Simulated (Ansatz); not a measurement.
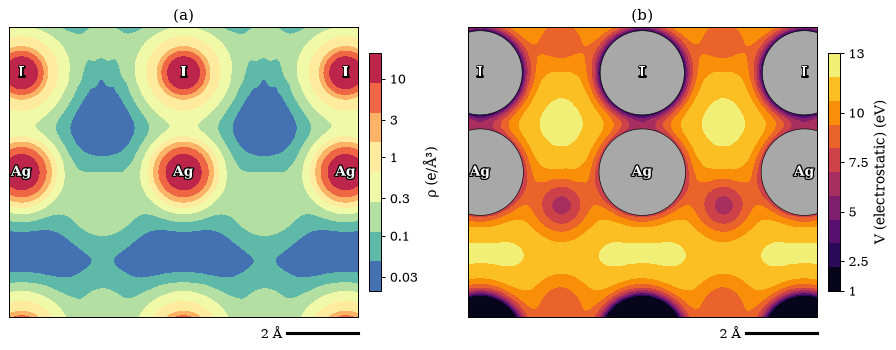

*AgI. (a) valence pseudo-density; (b) electrostatic potential (local pseudopotential plus Hartree) felt by an electron on the (100) plane of the conventional cell. Grey discs cover the atomic cores in the potential map.*

Space group P6₃mc; a structure from a database of computed crystals, not necessarily the ambient phase; started from the database structure prototype, which need not be the ambient phase.

Computed with DFT, PBEsol, plane waves, PAW (Ansatz 0.2.0).

Core electrons are frozen (PAW), and the valence fields are smoothed inside the atomic spheres.

```
CELL_PARAMETERS angstrom
4.56205 0.00000 0.00000
-2.28102 3.95085 0.00000
0.00000 0.00000 7.44602
ATOMIC_POSITIONS crystal
Ag 0.33333 0.66667 0.00226
Ag 0.66667 0.33333 0.50226
I 0.33333 0.66667 0.37764
I 0.66667 0.33333 0.87764
```

### Describe what can be read from this map.

Atoms in the plane: Ag and I. Ag–I (2.80 Å): the density is about 0.34 e/Å³ at the midpoint. Between the atoms the lowest density in this plane is 0.01 e/Å³. Outside the cores the potential energy rises away from the atoms and is highest about 2.6 Å from the nearest atoms; its zero is arbitrary.

### Does the calculation make it a metal, or give it a gap?

It is gapped, with a Kohn–Sham gap of 1.2 eV on the k-point mesh, an upper bound to the gap of this method.
